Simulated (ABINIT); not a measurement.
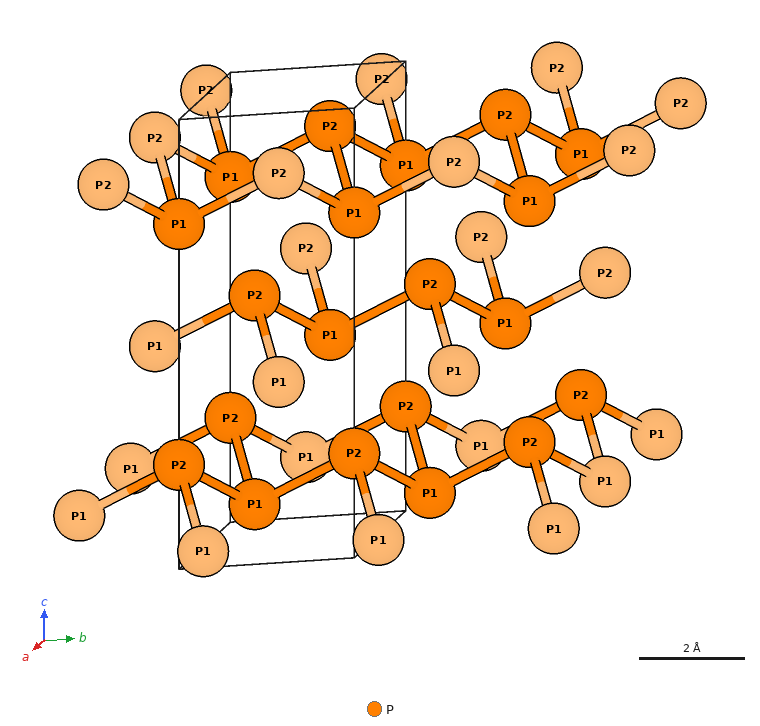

*The structure as given in the input (ball-and-stick view of the cell 3 times as large as that of the calculation, set on its symmetry axes, repeated 1 × 2 × 1, seen slightly off an axis; neighbours outside the cell are drawn fainter; atoms are numbered from 1 in the order of the input). An atom can appear more than once, as a periodic image.*

## Phonon bands calculation of P (part 1 of 4)

The run: phonon bands calculation of P (R-3m, 2 atoms in the cell). Method and program: Kohn-Sham DFT of a periodic cell, PBEsol, PseudoDojo NC SR PBEsol v0.4.1 standard, no spin polarisation (ABINIT 10.8.3).

The structure derives from a Materials Project entry.

### Log
```
.Version 10.8.3 of ABINIT
 DATASET    1 : space group R-3 m (#166); Bravais hR (rhombohedral)
================================================================================
 Values of the parameters that define the memory need for DATASET  1.
     intxc =       0    ionmov =       0      iscf =       7    lmnmax =       6
     lnmax =       6     mgfft =      30  mpssoang =       3    mqgrid =    3001
     natom =       2  nloc_mem =       1    nspden =       1   nspinor =       1
    nsppol =       1      nsym =      12    n1xccc =    2501    ntypat =       1
    occopt =       3   xclevel =       2
       mpw =        1026          nfft =       27000          nkpt =          32
================================================================================
================================================================================

 DATASET    2 : space group R-3 m (#166); Bravais hR (rhombohedral)
================================================================================
 Values of the parameters that define the memory need for DATASET  2 (RF).
     intxc =       0      iscf =       7    lmnmax =       6     lnmax =       6
     mgfft =      30  mpssoang =       3    mqgrid =    3001     natom =       2
  nloc_mem =       1    nspden =       1   nspinor =       1    nsppol =       1
      nsym =      12    n1xccc =    2501    ntypat =       1    occopt =       3
   xclevel =       2
      nfft =       27000          nkpt =         112
================================================================================
================================================================================

 DATASET    3 : space group R-3 m (#166); Bravais hR (rhombohedral)
================================================================================
 Values of the parameters that define the memory need for DATASET  3 (RF).
     intxc =       0      iscf =       7    lmnmax =       6     lnmax =       6
     mgfft =      30  mpssoang =       3    mqgrid =    3001     natom =       2
  nloc_mem =       1    nspden =       1   nspinor =       1    nsppol =       1
      nsym =      12    n1xccc =    2501    ntypat =       1    occopt =       3
   xclevel =       2
      nfft =       27000          nkpt =         216
================================================================================
================================================================================

 DATASET    4 : space group R-3 m (#166); Bravais hR (rhombohedral)
================================================================================
 Values of the parameters that define the memory need for DATASET  4 (RF).
     intxc =       0      iscf =       7    lmnmax =       6     lnmax =       6
     mgfft =      30  mpssoang =       3    mqgrid =    3001     natom =       2
  nloc_mem =       1    nspden =       1   nspinor =       1    nsppol =       1
      nsym =      12    n1xccc =    2501    ntypat =       1    occopt =       3
   xclevel =       2
      nfft =       27000          nkpt =         216
================================================================================
================================================================================

 DATASET    5 : space group R-3 m (#166); Bravais hR (rhombohedral)
================================================================================
 Values of the parameters that define the memory need for DATASET  5 (RF).
     intxc =       0      iscf =       7    lmnmax =       6     lnmax =       6
     mgfft =      30  mpssoang =       3    mqgrid =    3001     natom =       2
  nloc_mem =       1    nspden =       1   nspinor =       1    nsppol =       1
      nsym =      12    n1xccc =    2501    ntypat =       1    occopt =       3
   xclevel =       2
      nfft =       27000          nkpt =         216
================================================================================
================================================================================

--------------------------------------------------------------------------------
------------- Echo of variables that govern the present computation ------------
--------------------------------------------------------------------------------
 -outvars: echo values of preprocessed input variables --------
            acell      6.7569892111E+00  6.7569892111E+00  6.7569892009E+00 Bohr
              amu      3.09737620E+01
          chkprim           0
      chksymtnons           0
             ecut      2.20000000E+01 Hartree
           ecutsm      5.00000000E-01 Hartree
           getwfk1          0
           getwfk2          1
           getwfk3          1
           getwfk4          1
           getwfk5          1
                       outvar_i_n : Printing only first  50 k-points.
              ixc     -116133
           jdtset        1    2    3    4    5
                       outvar_i_n : Printing only first  50 k-points.
           kptopt1          1
           kptopt2          2
           kptopt3          3
           kptopt4          3
           kptopt5          3
         kptrlatt        6    0    0      0    6    0      0    0    6
          kptrlen      3.89974906E+01
            natom           2
            nband1         13
            nband2         13
            nband3         13
            nband4         13
            nband5         13
           nbdbuf1          4
           nbdbuf2          2
           nbdbuf3          2
           nbdbuf4          2
           nbdbuf5          2
           ndtset           5
            ngfft          30      30      30
             nkpt1         32
             nkpt2        112
             nkpt3        216
             nkpt4        216
             nkpt5        216
            nline1          6
            nline2          4
            nline3          4
            nline4          4
            nline5          4
             nqpt1          0
             nqpt2          1
             nqpt3          1
             nqpt4          1
             nqpt5          1
            nstep          80
             nsym          12
           ntypat           1
                       prtocc : prtvol=0, do not print more k-points.
                       prtocc : prtvol=0, do not print more k-points.
                       prtocc : prtvol=0, do not print more k-points.
                       prtocc : prtvol=0, do not print more k-points.
           occopt           3
        optdriver1          0
        optdriver2          1
        optdriver3          1
        optdriver4          1
        optdriver5          1
           prtden           0
        prtebands           0
           prteig           0
            prtwf1          1
            prtwf2          0
            prtwf3          0
            prtwf4          0
            prtwf5          0
              qpt1     0.00000000E+00  0.00000000E+00  0.00000000E+00
              qpt2     0.00000000E+00  0.00000000E+00  0.00000000E+00
              qpt3     5.00000000E-01  0.00000000E+00  0.00000000E+00
              qpt4     5.00000000E-01  5.00000000E-01  0.00000000E+00
              qpt5     5.00000000E-01  5.00000000E-01  5.00000000E-01
           rfphon1          0
           rfphon2          1
           rfphon3          1
           rfphon4          1
           rfphon5          1
            rprim      4.8095250590E-01  2.7767805880E-01  8.3161263980E-01
                      -4.8095250590E-01  2.7767805880E-01  8.3161263980E-01
                       0.0000000000E+00 -5.5535611570E-01  8.3161264110E-01
          spgroup         166
           tolsym      1.00000000E-06
           tolvrs1     1.00000000E-15
           tolvrs2     1.00000000E-09
           tolvrs3     1.00000000E-09
           tolvrs4     1.00000000E-09
           tolvrs5     1.00000000E-09
           tolwfr1     1.00000000E-14
           tolwfr2     0.00000000E+00
           tolwfr3     0.00000000E+00
           tolwfr4     0.00000000E+00
           tolwfr5     0.00000000E+00
           tsmear      1.83747000E-03 Hartree
            typat      1  1
                       outvars : Printing only first  50 k-points.
           xangst      1.0625307937E-16  7.5197038553E-09  6.8501060594E+00
                       2.2266650120E-17  2.2729439736E-09  2.0705479306E+00
            xcart      2.0078922004E-16  1.4210180834E-08  1.2944824386E+01
                       4.2077870467E-17  4.2952416097E-09  3.9127685194E+00
             xred      7.6789281000E-01  7.6789281000E-01  7.6789281000E-01
                       2.3210719000E-01  2.3210719000E-01  2.3210719000E-01
            znucl       15.00000

================================================================================

 chkinp: Checking input parameters for consistency, jdtset=   1.

 chkinp: Checking input parameters for consistency, jdtset=   2.

 chkinp: Checking input parameters for consistency, jdtset=   3.

 chkinp: Checking input parameters for consistency, jdtset=   4.

 chkinp: Checking input parameters for consistency, jdtset=   5.

================================================================================
== DATASET  1 ==================================================================

--- !DatasetInfo
iteration_state: {dtset: 1, }
dimensions: {natom: 2, nkpt: 32, mband: 13, nsppol: 1, nspinor: 1, nspden: 1, mpw: 1026, }
cutoff_energies: {ecut:  22.0, pawecutdg:  -1.0, }
electrons: {nelect:   1.00000000E+01, charge:   0.00000000E+00, occopt:   3.00000000E+00, tsmear:   1.83747000E-03, }
meta: {optdriver: 0, ionmov: 0, optcell: 0, iscf: 7, paral_kgb: 0, }
...

 Real(R)+Recip(G) space primitive vectors, cartesian coordinates (Bohr,Bohr^-1):
 R(1)=  3.2497909  1.8762676  5.6191976  G(1)=  0.1538561  0.0888288  0.0593205
 R(2)= -3.2497909  1.8762676  5.6191976  G(2)= -0.1538561  0.0888288  0.0593205
 R(3)=  0.0000000 -3.7525353  5.6191976  G(3)=  0.0000000 -0.1776577  0.0593205
 Unit cell volume ucvol=  2.0557759E+02 bohr^3
 Angles (23,13,12)=  5.74952602E+01  5.74952602E+01  5.74952603E+01 degrees

 getcut: wavevector=  0.0000  0.0000  0.0000  ngfft=  30  30  30
         ecut(hartree)=     22.000   => boxcut(ratio)=   2.10280

--- Pseudopotential description ------------------------------------------------
- pspini: atom type   1  psp file is ./P.upf
  15.00000   5.00000  180301                  znucl, zion, pspdat
12 -116133 2 -1 1298                          pspcod,pspxc,lmax,lloc,mmax
     nproj     2     2     2

   1.46244183E+02                                ecore*ucvol(ha*bohr**3)
--------------------------------------------------------------------------------

================================================================================

--- !BeginCycle
iteration_state: {dtset: 1, }
solver: {iscf: 7, nstep: 80, nline: 6, wfoptalg: 0, }
tolerances: {tolwfr: 1.00E-14, tolvrs: 1.00E-15, }
...

     iter   Etot(hartree)      deltaE(h)  residm     vres2
 ETOT  1  -13.838024018635    -1.384E+01 9.108E-03 8.295E-01
 ETOT  2  -13.845273865940    -7.250E-03 5.332E-07 8.118E-03
 ETOT  3  -13.845275382682    -1.517E-06 5.193E-08 1.140E-04
 ETOT  4  -13.845275400699    -1.802E-08 9.029E-10 4.283E-06
 ETOT  5  -13.845275401314    -6.152E-10 3.517E-11 1.802E-07
 ETOT  6  -13.845275401340    -2.574E-11 3.354E-12 9.498E-10
 ETOT  7  -13.845275401340    -1.315E-13 9.976E-15 1.418E-11
 ETOT  8  -13.845275401340    -7.105E-15 9.342E-15 2.552E-13
 ETOT  9  -13.845275401340    -4.441E-14 9.383E-15 1.933E-15
 ETOT 10  -13.845275401340     1.421E-14 9.390E-15 2.461E-18

 At SCF step   10  max residual=  9.39E-15 < tolwfr=  1.00E-14 AND vres2   =  2.46E-18 < tolvrs=  1.00E-15 =>converged.

 Cartesian components of stress tensor (hartree/bohr^3)
  sigma(1 1)=  2.18190296E-05  sigma(3 2)= -3.64063665E-12
  sigma(2 2)=  2.18190512E-05  sigma(3 1)=  0.00000000E+00
  sigma(3 3)= -2.17134349E-05  sigma(2 1)=  0.00000000E+00

--- !ResultsGS
iteration_state: {dtset: 1, }
comment   : Summary of ground state results
lattice_vectors:
- [  3.2497909,   1.8762676,   5.6191976, ]
- [ -3.2497909,   1.8762676,   5.6191976, ]
- [  0.0000000,  -3.7525353,   5.6191976, ]
lattice_lengths: [   6.75699,    6.75699,    6.75699, ]
lattice_angles: [ 57.495,  57.495,  57.495, ] # degrees, (23, 13, 12)
lattice_volume:   2.0557759E+02
convergence: {deltae:  1.421E-14, res2:  2.461E-18, residm:  9.390E-15, diffor: null, }
etotal    :  -1.38452754E+01
entropy   :   0.00000000E+00
fermie    :   3.31084692E-01
cartesian_stress_tensor: # hartree/bohr^3
- [  2.18190296E-05,   0.00000000E+00,   0.00000000E+00, ]
- [  0.00000000E+00,   2.18190512E-05,  -3.64063665E-12, ]
- [  0.00000000E+00,  -3.64063665E-12,  -2.17134349E-05, ]
pressure_GPa:  -2.1502E-01
xred      :
- [  7.6789E-01,   7.6789E-01,   7.6789E-01,  P]
- [  2.3211E-01,   2.3211E-01,   2.3211E-01,  P]
cartesian_forces: # hartree/bohr
- [  7.81927022E-20,   1.14114685E-13,   2.15635469E-03, ]
- [ -7.81927022E-20,  -1.14114685E-13,  -2.15635469E-03, ]
force_length_stats: {min:   2.15635469E-03, max:   2.15635469E-03, mean:   2.15635469E-03, }
...

 Integrated electronic density in atomic spheres:
 ------------------------------------------------
 Atom  Sphere_radius  Integrated_density
    1        2.00000          2.73718704
    2        2.00000          2.73718704
================================================================================

 ----iterations are completed or convergence reached----

 Mean square residual over all n,k,spin=   17.180E-16; max=  93.898E-16
 reduced coordinates (array xred) for    2 atoms
       0.767892810000      0.767892810000      0.767892810000
       0.232107190000      0.232107190000      0.232107190000
 rms dE/dt=  1.2117E-02; max dE/dt=  1.2117E-02; dE/dt below (all hartree)
    1      -0.012116983198     -0.012116983198     -0.012116983198
    2       0.012116983198      0.012116983198      0.012116983198

 cartesian coordinates (angstrom) at end:
    1      0.00000000000000     0.00000000751970     6.85010605942409
    2      0.00000000000000     0.00000000227294     2.07054793058278

 cartesian forces (hartree/bohr) at end:
    1      0.00000000000000     0.00000000000011     0.00215635469416
    2     -0.00000000000000    -0.00000000000011    -0.00215635469416
 frms,max,avg= 1.2449720E-03 2.1563547E-03   0.000E+00  0.000E+00  0.000E+00 h/b

 cartesian forces (eV/Angstrom) at end:
    1      0.00000000000000     0.00000000000587     0.11088421666105
    2     -0.00000000000000    -0.00000000000587    -0.11088421666105
 frms,max,avg= 6.4019032E-02 1.1088422E-01   0.000E+00  0.000E+00  0.000E+00 e/A
 length scales=  6.756989211089  6.756989211089  6.756989200885 bohr
              =  3.575644702400  3.575644702400  3.575644697000 angstroms
 Fermi (or HOMO) energy (hartree) =   0.33108   Average Vxc (hartree)=  -0.40703
 Eigenvalues (hartree) for nkpt=  32  k points:
 kpt#   1, nband= 13, wtk=  0.00463, kpt=  0.0000  0.0000  0.0000 (reduced coord)
  -0.29043    0.22031    0.22499    0.22499    0.22591    0.39875    0.44089    0.44089
   0.52660    0.52660    0.56758    0.57426    0.57426
      occupation numbers for kpt#   1
   2.00000    2.00000    2.00000    2.00000    2.00000    0.00000    0.00000    0.00000
   0.00000    0.00000    0.00000    0.00000    0.00000
 prteigrs : prtvol=0 or 1, do not print more k-points.
```
